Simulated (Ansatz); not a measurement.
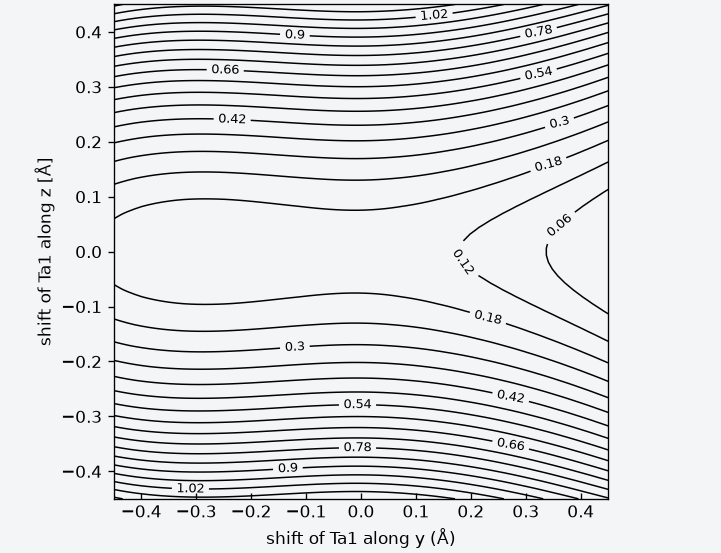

Energy landscape of Ta (P6_3/mmc, No. 194; 2 atoms in the cell). Atom Ta1 is moved over a plane while all other atoms and the cell stay fixed (its periodic images move with it) (x along [1 0 0], y along [1 2 0], z along [0 0 1] of the conventional cell). The first coordinate is: shift of Ta1 along y; the second: shift of Ta1 along z. Grid: 5 × 5 points; 15 points were computed and 10 follow by symmetry. Points are written as (first, second). Energies are in eV per cell, from the lowest grid point. The reference cell is the one listed in the database, not relaxed at this level. The calculation used Ansatz, DFT PBEsol, scalar-relativistic, plane waves, PAW. Settings: cutoff 420 eV, k-mesh 18×18×10 in the order of the run's cell vectors, gaussian smearing 0.15 eV, no spin polarisation.

Drawn: contour lines labelled in eV. Between grid points the surface is interpolated. 

**What does the map say about the system?**

The lowest grid point is at (0.450 Å, 0.000 Å). It lies at the edge of the scanned range, so the true minimum may lie outside. The reference structure, at (0.000 Å, 0.000 Å), is a saddle of this map. A higher local minimum lies near (−0.225 Å, 0.000 Å) (0.13 eV above the lowest at that grid point). The highest grid point, (−0.450 Å, −0.450 Å), lies 1.15 eV above the lowest.
